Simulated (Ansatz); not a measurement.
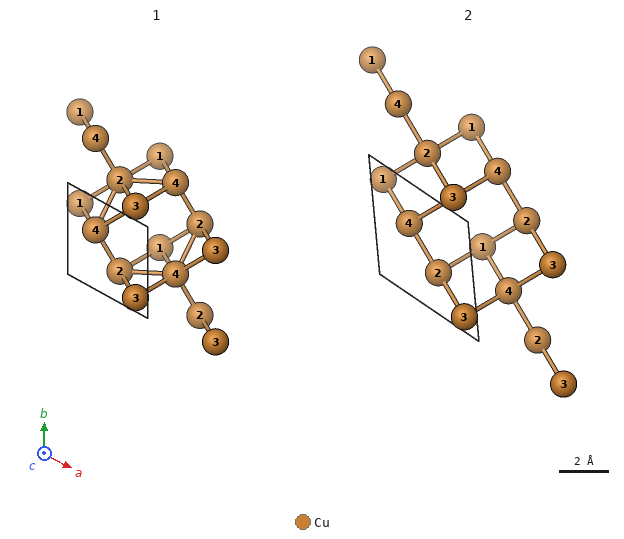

Two geometries of crystalline Cu (built on the alpha-gallium_64 type) (coarse preliminary run), drawn at one scale. One is the start of a relaxation, the other its converged end. Style: ball-and-stick. Shown: the cell of the calculation, repeated 2 × 2 × 1 with one cell outlined, along the c axis.

Level of theory: DFT PBEsol, scalar-relativistic, plane waves, PAW (Ansatz 0.2.0). Settings: plane-wave cutoff 420 eV; k-point mesh 6 × 6 × 4; occupations gaussian; smearing width 0.1 eV; no spin polarisation; cell and atoms relaxed; force threshold 0.04 eV/Å; at most 70 steps.

Q: Which of the two is the end point?

A: Structure 2 is the relaxed one. Case: alpha-gallium type (Cmce, No. 64). The largest moves relative to the cell, 0.27 Å, are those of Cu1, Cu2, Cu3 and Cu4. Cu4 goes roughly along [1 −1 −3]. Cell: a = b 3.783 → 4.964 Å (+31.2 %), c 3.850 → 2.501 Å (−35.1 %), γ 118.9° → 129.4°. Volume −1.3 %. Among the contacts that change: Cu1–Cu1 3.850 → 2.501 Å, Cu1–Cu2 3.177 → 2.462 Å, Cu1–Cu3 2.383 → 2.997 Å, Cu1–Cu3 (another image) 2.077 → 2.372 Å. New bonds form: Cu1–Cu2 (3.18 → 2.46 Å), Cu3–Cu4 (3.18 → 2.46 Å). Among the angles between lasting bonds that change: Cu4–Cu1–Cu4 113.1° → 61.1°, Cu3–Cu1–Cu4 106.5° → 149.4°, Cu2–Cu1–Cu4 61.8° → 75.0°. The space group (tolerance 0.01 Å) goes from Cmce (No. 64) to Fmmm (No. 69). Over 19 accepted moves (24 points after the start) the energy falls by 501 meV per atom. The largest force component goes from 1.4 to 0.0018 eV/Å. Pressure: 22.92 GPa at the start and 0.04 GPa at the end. The line search rejected the trial steps at points 16, 22 of the run. The SCF was repeated 3 times at an unchanged geometry on a basis and grid sized afresh for the cell, which shifted the energy by 51.8 meV per atom at most.

Limits of the set-up: the k-point mesh is coarse for a cell with partly filled bands.
